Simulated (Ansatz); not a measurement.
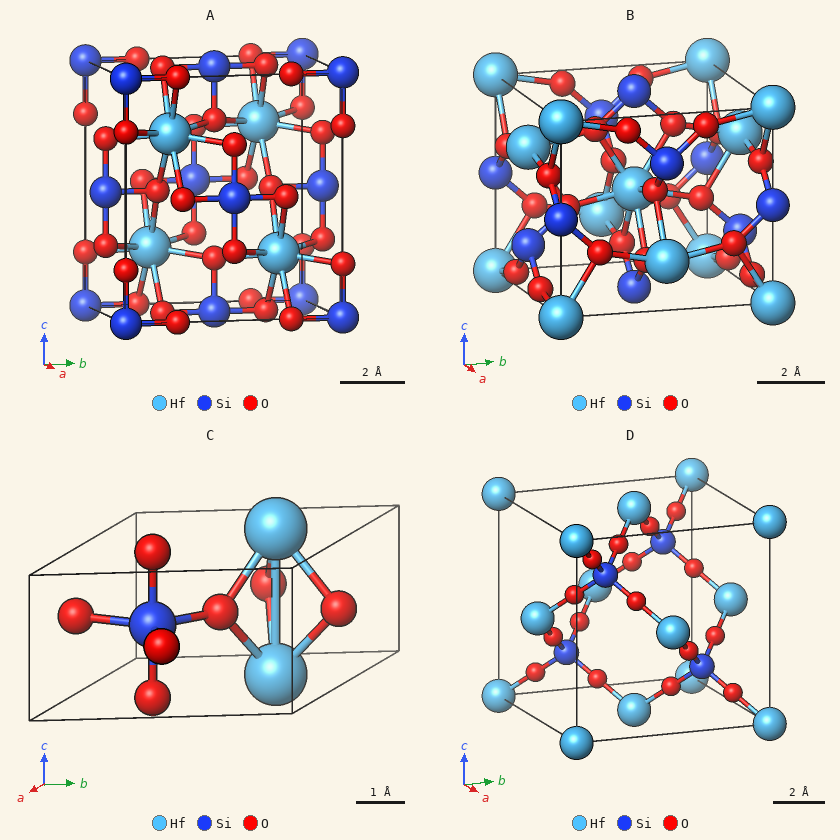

Four structures of HfSiO4, each relaxed to rest (conventional cells in solid outline, small ones repeated, each panel with its own scale). Method: DFT PBE, scalar-relativistic, plane waves, PAW (Ansatz), without spin polarisation.

> What are the structures shown?

A: 24 atoms a cell on a face-centred orthorhombic lattice, F222; B: 24 atoms a cell on a body-centred tetragonal lattice, I4_1/amd; C: 6 atoms a cell on a primitive hexagonal lattice, P-6m2; D: 24 atoms a cell on a face-centred cubic lattice, F-43m.

> Rank them by energy, lowest first.

B, then D (+111 meV/atom), C (+399 meV/atom) and A (+754 meV/atom), energies at zero smearing.

> Collect the results in a table.

| panel | structure | E − E(lowest) (meV/atom) | volume (Å³/atom) | gap (eV) |
| --- | --- | --- | --- | --- |
| B | I4_1/amd | 0 | 11.1 | 5.33 |
| D | F-43m | 111 | 23.4 | 4.76 |
| C | P-6m2 | 399 | 14.5 | 2.36 |
| A | F222 | 754 | 11.7 | 0.97 |

Some of these may be structure types tried for this composition rather than known phases, and the most stable form need not be among them. Gaps are taken on the k-mesh or band path of each run.
